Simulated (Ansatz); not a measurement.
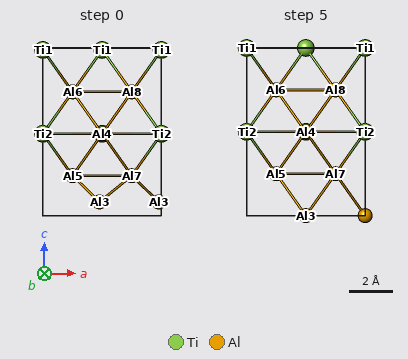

The structure of a crystal of TiAl3 (set up in P1) before (left) and after (right) a relaxation, at one scale.

Style: ball-and-stick. Shown: the larger cell on standard axes (2 times the calculation's cell), along the b axis.

All numbers below come from DFT r2SCAN, scalar-relativistic, plane waves, PAW (Ansatz). (plane-wave cutoff 500 eV; k-point mesh 8 × 8 × 4; occupations gaussian; smearing width 0.15 eV; no spin polarisation; cell and atoms relaxed; force threshold 0.01 eV/Å; at most 80 steps)

What changed between the two?

Answer. After 4 accepted moves (5 points after the start) the energy has fallen by 275 meV per atom. Largest force component: 6.1 eV/Å at the start, 0.0068 eV/Å at the end. Pressure: 6.53 GPa at the start and −0.01 GPa at the end. At 1 point the geometry stayed and the basis and grid were re-selected for the new cell (energy shift of less than 0.05 meV per atom at most each time). The largest move is that of Al3, 0.66 Å along [1 0 −3]. Largest moves by element: Al 0.66 Å, Ti 0.09 Å. The cell stays as it was. Some distances before and after: Al3–Al6 3.427 → 2.798 Å, Al3–Al8 3.403 → 2.798 Å, Al3–Al5 2.242 → 2.796 Å, Al3–Al8 (another image) 3.323 → 2.798 Å. Within 0.06 Å the space group is Cm at the start and Pm-3m at the end; at a tighter tolerance small leftover displacements or strains of the cell lower it.
